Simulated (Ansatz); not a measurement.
## Single-point calculation of Si

The run: single-point calculation of Si (I-42m, 4 atoms in the cell). Method and program: DFT LDA, scalar-relativistic, plane waves, PAW, PAW set soft_1, no spin polarisation (Ansatz 0.2.0).

The structure derives from a Materials Project entry.

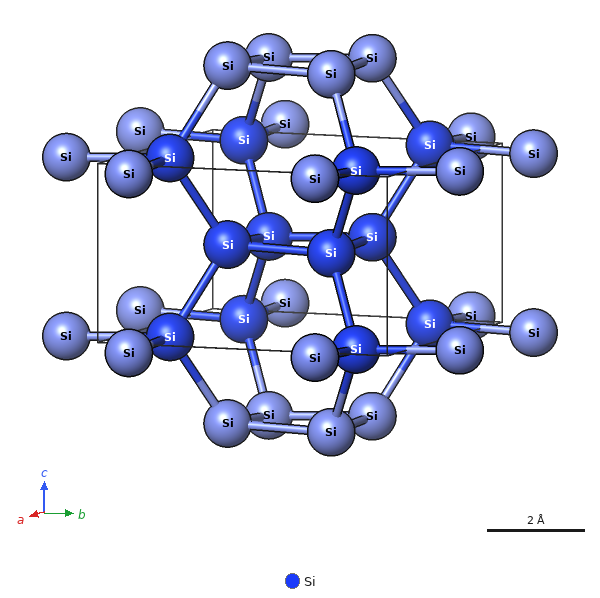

Figure 1. The input geometry (ball-and-stick view of the cell 2 times as large as that of the calculation, set on its symmetry axes, seen slightly off an axis; neighbours outside the cell are drawn fainter).

**Input file**
```yaml
crystal:
  lattice:
    - [-3.2458898988, 3.2458898988, 1.8763861253]
    - [3.2458898988, -3.2458898988, 1.8763861253]
    - [3.2458898988, 3.2458898988, -1.8763861253]
  atoms:
    - { symbol: Si, position: [0.1678406131, 0.1678406131, 0.3576908752] }
    - { symbol: Si, position: [0.8101497379, 0.8101497379, 0.6423091248] }
    - { symbol: Si, position: [0.1898502621, 0.8321593869, 0.0] }
    - { symbol: Si, position: [0.8321593869, 0.1898502621, 0.0] }
basis:
  ecutwfc: 420
kpoints:
  mp_grid: { grid: [10, 10, 10] }
hamiltonian:
  xc: lda
  pseudopotentials: { kind: paw, azcp: { folder: soft_1 } }
scf:
  occupations: { method: gaussian, width: 0.03 }
output:
  forces: true
  stress: true
  eigenvalues: true
  write_density: true
  write_potential: true
  elf: true
  volumetric_format: npy
```

Hardware: 1 thread of Arm Neoverse N1, 98 GiB of memory available, shared host.

Launch command:
```bash
ansatz run input.yaml --threads 1 --pin off --max-ram 2048MiB --backend cpu --events-out ev --progress --plain --runs-dir out
```

**What the program printed**
```
Warning: [file] the record states the generating functional pbe (its physics header spells it `PBE`), which answers neither for hamiltonian.xc's functional nor for the lda family's — results may be inconsistent (PPs are generated against a specific XC)
Engine: ansatz 0.2.0, aarch64-unknown-linux-gnu
Pseudopotentials: kind: paw
Pseudopotential: Si, paw, valence charge 4, recommended cutoff 420 eV (normal), [file]
Functional definition: SPW92
  exchange = slater_x
  correlation = pw_c
Crystal: 4 atoms, lattice volume = 79.077 Å³
Basis set: ecut = 420 eV, 1559 PW (Γ)
Bands: 12, of which v1, the nominal top of the filled ones, is band 8 counted from 1 (7 counted from 0)
Symmetry: 8 space group operations
Space group: I-42m (ITA 121), of the structure as read, at distance tolerance 4.3e-5 Å
k-points: 102 of 1000 (time reversal used)
Non-local potential: Si, projectors of the file, l = 0: 2, l = 1: 2, l = 2: 1
PAW form: soft (Blöchl's): semilocal exchange-correlation on the pseudo side does not see the compensation charge
PAW frozen core: Si, regenerated for the run's functional, and the local potential with it (the file was generated under x = pbe(κ = 0.804, μ = 0.2195149727645171), c = pbe(β = 0.06672455060314922))
PAW one-centre angular grid: Si, 110 points (default); XC on 64 Gauss nodes
Initial density: superposition of atomic densities (chi_scale 0.1, normalization cell)
Initial wavefunctions: pseudopotential atomic-orbital guess
Functional: x = slater, c = lda
SCF iter   1: F=—  HF=-2434.775185 eV  |F-HF|=—  |Δ(HF+E_count)|=         —  Δρ=4.94e-2  dr2=2.04e0  ethr=3.10e-3  ⟨swp⟩=7.7  Hψ=10134  notcnv=0
preconditioner: auto → none  [insulator: Δε(μ)=0.547 eV  Ē_g=8.169 eV  σ=0.030 eV  W_gap=1.00  n_scr=16 (ndim 8)  ℏωp=16.7 eV  f_vac=0.000  D(μ)=0.00/eV (n_scr^D=0)  ε∞_Penn≈5.2]
SCF iter   2: F=—  HF=-2434.149113 eV  |F-HF|=—  |Δ(HF+E_count)|=   6.26e-1  Δρ=1.95e-2  dr2=2.44e-1  ethr=3.10e-3  ⟨swp⟩=3.2  Hψ=3329  notcnv=0
SCF iter   3: F=—  HF=-2434.082937 eV  |F-HF|=—  |Δ(HF+E_count)|=   6.62e-2  Δρ=3.59e-3  dr2=1.46e-2  ethr=1.52e-3  ⟨swp⟩=3.0  Hψ=2346  notcnv=0
SCF iter   4: F=—  HF=-2434.078615 eV  |F-HF|=—  |Δ(HF+E_count)|=   4.32e-3  Δρ=9.01e-4  dr2=5.53e-4  ethr=9.11e-5  ⟨swp⟩=2.6  Hψ=2324  notcnv=0
SCF iter   5: F=—  HF=-2434.078517 eV  |F-HF|=—  |Δ(HF+E_count)|=   9.82e-5  Δρ=7.64e-5  dr2=2.63e-6  ethr=3.46e-6  ⟨swp⟩=2.6  Hψ=2109  notcnv=0
SCF iter   6: F=—  HF=-2434.078518 eV  |F-HF|=—  |Δ(HF+E_count)|=   1.70e-6  Δρ=9.38e-6  dr2=4.90e-8  ethr=6.25e-10  ⟨swp⟩=11.7  Hψ=10671  notcnv=0
SCF iter   7: F=-2434.078518 eV  HF=-2434.078518 eV  |F-HF|=4.00e-11  |Δ(HF+E_count)|=   2.94e-9  Δρ=9.93e-7  dr2=4.96e-10  ethr=3.07e-10  ⟨swp⟩=6.1  Hψ=7565  notcnv=0
SCF 1 converged in 7 iterations: F = -2434.078518 eV  dr2 = 4.96e-10
  greatest PAW one-centre occupation: 0.636 electrons in one spin orbital (limit 2), on the Si atom at site 3 (counted from 0), in its partial waves of l = 0
```

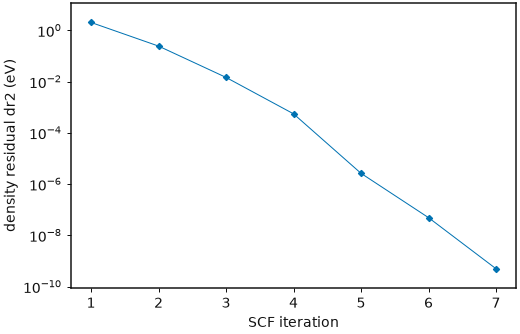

Figure 2. Convergence of the self-consistent field: density residual dr2 against the SCF iteration. The residual falls at every step.

```
SCF converged after 7 iterations
Free energy (F): -2434.078518 eV
Harris-Foulkes:  -2434.078518 eV  (|F-HF|=4.00e-11)
Internal energy: -2434.078421 eV  (E = F + TS)
E sigma→0 (E₀):  -2434.078470 eV
Entropy (-TS):   -0.000098 eV (-0.024 meV/atom)
Fermi energy:    6.421508 eV
--- Per-component energies (eV) ---
  E_band       = 15.232080
  E_kinetic    = 166.697787
  E_local      = -121.868632  (includes V_loc(G=0)·N_el)
  E_nonlocal   = 97.114533
  E_hartree    = 38.031357
  E_xc         = -225.697581
  E_vxc        = -194.267273  (∫ρ·V_xc dr)
  E_paw        = -1940.325764  (= ΣΔE_a)
  E_vpaw       = -8.507260  (= ΣTr[D̂ρ^β])
  E_aug_tail   = 0.000145  (compensation charges beyond the density's cutoff)
  E_ewald      = -448.367588
  E_core_change = 0.337323  (= ΣΔE_core)
  E_smearing   = -0.000098  (= −TS)
  E_closure    = 0.000000  (closes the sum)
  Σ components = -2434.078518   (vs F -2434.078518, Δ=0.00e0)
--- Forces (eV/Å), atoms counted from 1 ---
  atom   1  Si     0.03597506     0.03597506     0.05847360
  atom   2  Si    -0.03597506    -0.03597506     0.05847360
  atom   3  Si    -0.03597506     0.03597506    -0.05847360
  atom   4  Si     0.03597506    -0.03597506    -0.05847360
  max |Σ_I F_I| component: 6.94e-17 eV/Å
--- Stress (GPa, compression-positive) ---
        4.833877      -0.000000       0.000000
       -0.000000       4.833877      -0.000000
        0.000000      -0.000000       5.177703
  P = ⅓ Tr σ = 4.9485 GPa (49.485 kbar)
--- Band table (eV; the first three rows and the last of 102) ---
  k-point 0: bands = ["-6.1669", "-1.6183", "0.6243", "0.6243", "2.3383", "4.8266", "4.8266", "5.7941", "7.7085", "8.0716", "8.0716", "8.6517"]
  k-point 1: bands = ["-6.1084", "-1.8784", "0.6279", "0.6723", "2.6682", "4.7538", "4.8109", "5.4266", "7.6772", "7.8965", "8.4915", "8.5737"]
  k-point 2: bands = ["-5.9352", "-2.4800", "0.6737", "0.8110", "3.3835", "4.5889", "4.7268", "4.7758", "7.2050", "8.3313", "8.4666", "8.4786"]
  k-point 101: bands = ["-3.7942", "-3.7942", "-3.1588", "0.9382", "3.2684", "6.1026", "6.4184", "6.4184", "6.6921", "9.9696", "10.2653", "10.4880"]
```

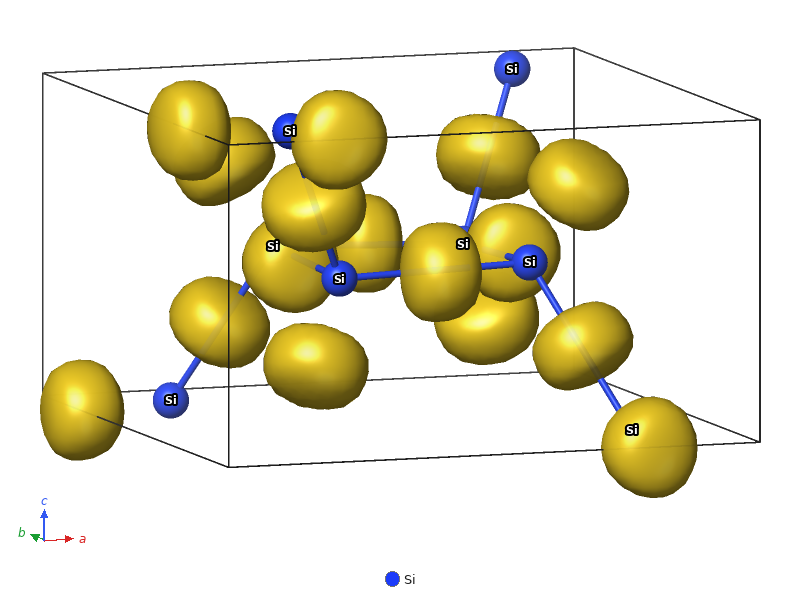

Figure 3. Isosurface of the ELF at 0.85 (yellow), seen slightly off an axis. Only the valence region is drawn (cores and ρ < 0.01 e/Å³ removed). Sticks mark near contacts. The outline is the cell set on symmetry axes. The ELF exceeds this value in 16 regions between bonded Si–Si atoms (shared pairs), counted in one cell of 8 atoms. In a PAW calculation such maps are meaningful between the atoms, not at the nuclei.

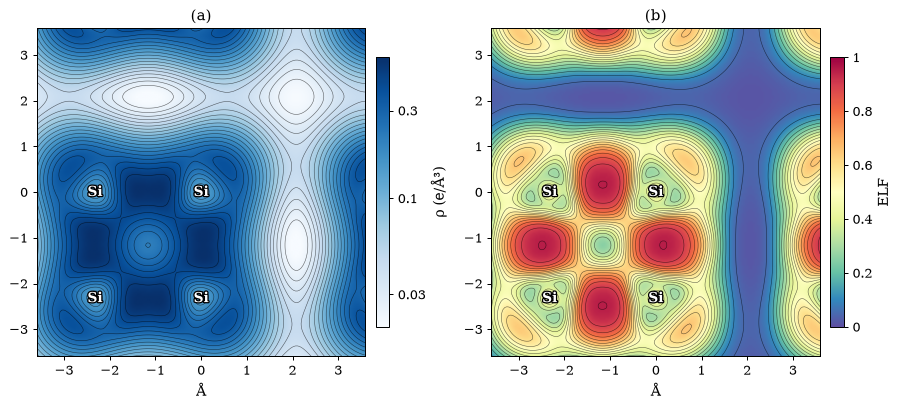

Figure 4. (a) valence electron density; (b) electron localisation function on the (001) plane of the conventional cell. Atoms in the plane: Si. Away from the nuclei the density in this plane falls to 0.02 e/Å³ at its lowest.

**Key numbers**

- outcome: converged
- space group (tolerance 0.01 Å): I-42m (121)
- electrons treated: 16
- free energy: −2434.0785 eV
- Fermi energy: 6.422 eV
- gap on the k-point mesh: 0.03 eV
- pressure: 4.95 GPa
- largest force (length of the vector): 0.078 eV/Å
- wall time: 29 s
- peak memory: 0.38 GiB

**Remarks**

The program warns: the PAW datasets were made with another functional.
